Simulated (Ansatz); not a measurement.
# Two runs on ZrS2

System: ZrS2 (P-3m1, 3 atoms in the cell).
Method of run 1: DFT, PBE, dispersion d3bj, plane waves, PAW, no spin polarisation (Ansatz 0.2.0).

The structure derives from a Materials Project entry. Text and figures count atoms from 1; the logs count them from 0 in places.

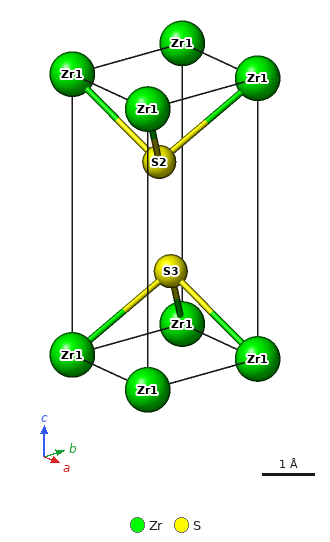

Figure 1. The structure as given in the input (ball-and-stick view of the cell of the calculation, seen slightly off an axis; atoms are numbered from 1 in the order of the input). An atom can appear more than once, as a periodic image. Near neighbours in the periodic cell (some may lie outside the picture): Zr has 6 S at 2.54 Å; S has 3 Zr at 2.54 Å.

## The input, run 1
```yaml
crystal:
  lattice:
    - [3.5877989954, 0.0, 0.0]
    - [-1.7938994977, 3.1071250737, 0.0]
    - [0.0, 0.0, 5.5191071382]
  atoms:
    - { symbol: Zr, position: [0.0, 0.0, 0.0] }
    - { symbol: S, position: [0.6666666667, 0.3333333333, 0.7336389303] }
    - { symbol: S, position: [0.3333333333, 0.6666666667, 0.2663610697] }
  symmetry: { detect: false }
basis:
  ecutwfc: 420
kpoints:
  mp_grid: { grid: [12, 12, 6] }
hamiltonian:
  xc: pbe
  dispersion: d3bj
scf:
  occupations: { method: gaussian, width: 0.02 }
output:
  forces: true
  eigenvalues: true
  stress: true
```

Command:
```bash
ansatz run input.yaml --threads 1 --pin off --max-ram 2560MiB --backend cpu --events-out ev --progress --plain --runs-dir out
```

Hardware: 1 thread of Arm Neoverse V1, 24 GiB of memory available, shared host.

## Output, shortened to warnings, some set-up lines, iterations and results (run 1)
```
Basis set: ecut = 420 eV, 1177 PW (Γ), exchange–correlation on 48×48×80 points (8 copies of the dense FFT grid, shifted against one another)
Symmetry: 1 space group operations
k-points: 436 of 864 (time reversal used)
Initial density: superposition of atomic densities (neutral atoms: chi_scale 0, normalization atom), corrected by the library's trained network
[...]
SCF iter   1: F=—  HF=-5993.639864 eV  |F-HF|=—  |Δ(HF+E_count)|=         —  Δρ=1.47e-3  dr2=1.26e-3  ethr=1.77e-3  ⟨swp⟩=6.1  Hψ=39364  notcnv=0
SCF iter   2: F=—  HF=-5993.638818 eV  |F-HF|=—  |Δ(HF+E_count)|=   1.05e-3  Δρ=7.75e-4  dr2=3.64e-4  ethr=5.25e-6  ⟨swp⟩=2.1  Hψ=15817  notcnv=0
SCF iter   3: F=—  HF=-5993.639007 eV  |F-HF|=—  |Δ(HF+E_count)|=   1.90e-4  Δρ=2.33e-4  dr2=7.10e-5  ethr=1.52e-6  ⟨swp⟩=2.0  Hψ=9592  notcnv=0
SCF iter   4: F=—  HF=-5993.638975 eV  |F-HF|=—  |Δ(HF+E_count)|=   3.23e-5  Δρ=8.87e-5  dr2=5.19e-6  ethr=2.96e-7  ⟨swp⟩=2.7  Hψ=9849  notcnv=0
SCF iter   5: F=—  HF=-5993.638978 eV  |F-HF|=—  |Δ(HF+E_count)|=   2.86e-6  Δρ=3.14e-5  dr2=1.72e-6  ethr=2.16e-8  ⟨swp⟩=2.0  Hψ=9664  notcnv=0
SCF iter   6: F=—  HF=-5993.638978 eV  |F-HF|=—  |Δ(HF+E_count)|=   2.38e-7  Δρ=8.24e-6  dr2=1.01e-7  ethr=7.16e-9  ⟨swp⟩=2.7  Hψ=9389  notcnv=0
SCF iter   7: F=-5993.638978 eV  HF=-5993.638978 eV  |F-HF|=9.08e-10  |Δ(HF+E_count)|=   1.17e-8  Δρ=1.67e-6  dr2=2.48e-9  ethr=4.17e-10  ⟨swp⟩=4.0  Hψ=22516  notcnv=0
SCF 1 converged in 7 iterations: F = -5993.638978 eV  dr2 = 2.48e-9
SCF converged after 7 iterations
Free energy (F): -5993.638978 eV
Harris-Foulkes:  -5993.638978 eV  (|F-HF|=9.08e-10)
Internal energy: -5993.638978 eV  (E = F + TS)
E sigma→0 (E₀):  -5993.638978 eV
Fermi energy:    9.066084 eV
--- Per-component energies (eV) ---
  E_band       = -131.900702
  E_kinetic    = 549.712136
  E_local      = -1128.248932  (includes V_loc(G=0)·N_el)
  E_nonlocal   = 134.895409
  E_hartree    = 384.836829
  E_xc         = -358.018413
  E_vxc        = -368.558819  (∫ρ·V_xc dr)
  E_paw        = -4153.991395  (= ΣΔE_a)
  E_vpaw       = -89.375041  (= ΣTr[D̂ρ^β])
  E_aug_tail   = 0.000026  (compensation charges beyond the density's cutoff)
  E_ewald      = -1421.657169
  E_disp       = -1.167468  (pairwise vdW)
  E_smearing   = -0.000000  (= −TS)
  E_closure    = 0.000000  (closes the sum)
  Σ components = -5993.638978   (vs F -5993.638978, Δ=0.00e0)
--- Forces (eV/Å), atoms counted from 1 ---
  atom   1  Zr    -0.00000001    -0.00000001     0.00000050
  atom   2  S      0.00000005    -0.00000003    -0.00451543
  atom   3  S     -0.00000005     0.00000003     0.00451653
  max |Σ_I F_I| component: 1.60e-6 eV/Å
--- Stress (GPa, compression-positive) ---
        2.812627       0.000000      -0.000000
        0.000000       2.812627       0.000000
       -0.000000       0.000000       2.703248
  P = ⅓ Tr σ = 2.7762 GPa (27.762 kbar)
```

For run 2 the input was changed thus:
```diff
-    - [3.5877989954, 0.0, 0.0]
-    - [-1.7938994977, 3.1071250737, 0.0]
-    - [0.0, 0.0, 5.5191071382]
+    - [3.5263703347, 0.0, 0.0]
+    - [-1.7631851674, 3.053926293, 0.0]
+    - [0.0, 0.0, 5.3484016291]
-    - { symbol: S, position: [0.6666666667, 0.3333333333, 0.7336389303] }
-    - { symbol: S, position: [0.3333333333, 0.6666666667, 0.2663610697] }
-  symmetry: { detect: false }
+    - { symbol: S, position: [0.6666666667, 0.3333333333, 0.7229135087] }
+    - { symbol: S, position: [0.3333333333, 0.6666666667, 0.2770864913] }
+  hubbard: { sites: [{ species: Zr, l: d, u_eff: 4.0 }], double_counting: amf }
+  mixing: { algorithm: msr1, beta: 0.1 }
```

How does run 2 compare with run 1?

The total energies belong to different models, so their difference says nothing on which is more stable or more accurate. The gap on the mesh goes from 0.34 to 0.21 eV. The pressure goes from 2.78 to 7.86 GPa. The largest force goes from 0.005 to 0.031 eV/Å. The volume per atom goes from 20.51 to 19.20 Å³. The SCF takes 10 iterations against 7. The irreducible k-points go from 436 to 100. The plane waves at Γ go from 1177 to 1103. On the same kind of shared host run 2 took about 0.2 times as long. The two runs start from different initial densities, which also moves the count.

## Output, shortened to warnings, some set-up lines, iterations and results (run 2)
```
Basis set: ecut = 420 eV, 1103 PW (Γ), exchange–correlation on 48×48×72 points (8 copies of the dense FFT grid, shifted against one another)
Symmetry: 12 space group operations
k-points: 100 of 864
Initial density: superposition of atomic densities (chi_scale 0.1, normalization cell, long waves of neutral atoms under a Hubbard term (reshape's long-wave potential 0.03 eV rms, cloud 2.80 Å wide))
[...]
SCF iter   1: F=—  HF=-5995.023033 eV  |F-HF|=—  |Δ(HF+E_count)|=         —  Δρ=5.96e-2  dr2=7.43e0  ethr=3.10e-3  ⟨swp⟩=6.0  Hψ=9086  notcnv=0
SCF iter   2: F=—  HF=-5994.040684 eV  |F-HF|=—  |Δ(HF+E_count)|=   9.82e-1  Δρ=3.84e-2  dr2=2.29e0  ethr=3.10e-3  ⟨swp⟩=2.7  Hψ=3038  notcnv=0  defer=2
SCF iter   3: F=—  HF=-5993.615144 eV  |F-HF|=—  |Δ(HF+E_count)|=   4.26e-1  Δρ=2.14e-2  dr2=2.51e-1  ethr=3.10e-3  ⟨swp⟩=2.8  Hψ=2671  notcnv=0  defer=2
SCF iter   4: F=—  HF=-5993.626618 eV  |F-HF|=—  |Δ(HF+E_count)|=   1.15e-2  Δρ=9.83e-3  dr2=4.64e-2  ethr=1.05e-3  ⟨swp⟩=2.2  Hψ=3043  notcnv=0
SCF iter   5: F=—  HF=-5993.650813 eV  |F-HF|=—  |Δ(HF+E_count)|=   2.42e-2  Δρ=2.58e-3  dr2=5.12e-3  ethr=1.93e-4  ⟨swp⟩=2.1  Hψ=2791  notcnv=0
SCF iter   6: F=—  HF=-5993.651099 eV  |F-HF|=—  |Δ(HF+E_count)|=   2.86e-4  Δρ=5.12e-4  dr2=1.78e-4  ethr=2.13e-5  ⟨swp⟩=2.5  Hψ=2698  notcnv=0
SCF iter   7: F=—  HF=-5993.651123 eV  |F-HF|=—  |Δ(HF+E_count)|=   2.43e-5  Δρ=1.46e-4  dr2=2.07e-5  ethr=7.40e-7  ⟨swp⟩=2.1  Hψ=2599  notcnv=0
SCF iter   8: F=—  HF=-5993.651121 eV  |F-HF|=—  |Δ(HF+E_count)|=   2.02e-6  Δρ=6.68e-5  dr2=5.18e-6  ethr=8.61e-8  ⟨swp⟩=2.2  Hψ=2147  notcnv=0
SCF iter   9: F=—  HF=-5993.651121 eV  |F-HF|=—  |Δ(HF+E_count)|=   6.34e-7  Δρ=1.53e-5  dr2=2.58e-7  ethr=2.16e-8  ⟨swp⟩=2.4  Hψ=2302  notcnv=0
SCF iter  10: F=-5993.651121 eV  HF=-5993.651121 eV  |F-HF|=7.46e-11  |Δ(HF+E_count)|=   3.01e-8  Δρ=8.23e-7  dr2=2.89e-10  ethr=4.17e-10  ⟨swp⟩=4.6  Hψ=6086  notcnv=0
SCF 1 converged in 10 iterations: F = -5993.651121 eV  dr2 = 2.89e-10
SCF converged after 10 iterations
Free energy (F): -5993.651121 eV
Harris-Foulkes:  -5993.651121 eV  (|F-HF|=7.46e-11)
Internal energy: -5993.651121 eV  (E = F + TS)
E sigma→0 (E₀):  -5993.651121 eV
Fermi energy:    10.240575 eV
--- Per-component energies (eV) ---
  E_band       = -108.767901
  E_kinetic    = 553.049226
  E_local      = -1042.680862  (includes V_loc(G=0)·N_el)
  E_nonlocal   = 135.236920
  E_hartree    = 352.853105
  E_xc         = -359.172131
  E_vxc        = -370.130725  (∫ρ·V_xc dr)
  E_hubbard    = -0.167578  (on-site DFT+U / exact-exchange correction)
  E_vhub       = -0.335152  (the Hubbard potential's part of the band-sum identity)
  E_paw        = -4154.208938  (= ΣΔE_a)
  E_vpaw       = -89.613502  (= ΣTr[D̂ρ^β])
  E_aug_tail   = 0.000026  (compensation charges beyond the density's cutoff)
  E_ewald      = -1477.306897
  E_disp       = -1.253991  (pairwise vdW)
  E_smearing   = -0.000000  (= −TS)
  E_closure    = -0.000000  (closes the sum)
  Σ components = -5993.651121   (vs F -5993.651121, Δ=0.00e0)
DFT+U double counting: amf (around mean field; hamiltonian.hubbard.double_counting)
--- Forces (eV/Å), atoms counted from 1 ---
  atom   1  Zr     0.00000000    -0.00000000     0.00000000
  atom   2  S      0.00000000     0.00000000     0.03141527
  atom   3  S     -0.00000000    -0.00000000    -0.03141527
  max |Σ_I F_I| component: 1.85e-17 eV/Å
--- Stress (GPa, compression-positive) ---
        8.155287      -0.000000      -0.000000
       -0.000000       8.155287       0.000000
        0.000000       0.000000       7.263045
  P = ⅓ Tr σ = 7.8579 GPa (78.579 kbar)
Occupation matrices written to [file]
```

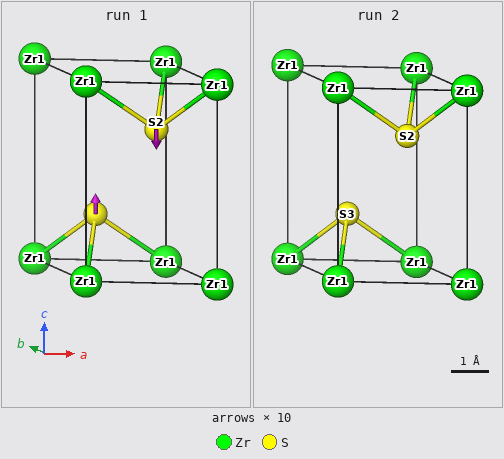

Figure 2. The two input geometries at one scale (ball-and-stick view of the cell of the calculation, seen slightly off an axis). The pink arrows on the first give the shifts of the atoms relative to the cell, magnified 10 times. The largest moves relative to the cell, 0.057 Å, are those of S2 and S3. Zr stays in place. The volume changes by −6.4 %, with a = b 3.588 → 3.526 Å (−1.7 %), c 5.519 → 5.348 Å (−3.1 %). Among the contacts that change: Zr1–S2 2.540 → 2.518 Å.

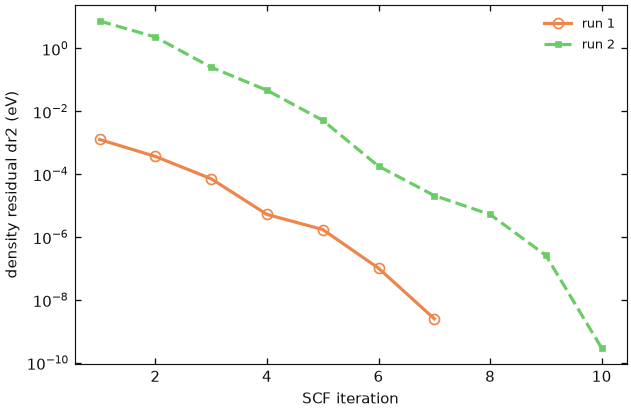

Figure 3. Convergence of the two runs: density residual dr2 against the SCF iteration. Run 1 takes 7 iterations in all, and run 2 takes 10.

## The two runs side by side

| quantity | run 1 | run 2 |
| --- | --- | --- |
| outcome | converged | converged |
| free energy per atom (eV) | −1997.8797 | −1997.8837 |
| gap on the mesh (eV) | 0.34 | 0.21 |
| pressure (GPa) | 2.78 | 7.86 |
| volume per atom (Å³) | 20.51 | 19.20 |
| largest force (eV/Å) | 0.005 | 0.031 |
| SCF iterations | 7 | 10 |
| irreducible k-points | 436 | 100 |
| plane waves at Γ | 1177 | 1103 |
| wall time (shared host) | 44 s | 9 s |

For run 2: The cell is under a pressure of 7.9 GPa at this level, so it is not at its equilibrium volume.
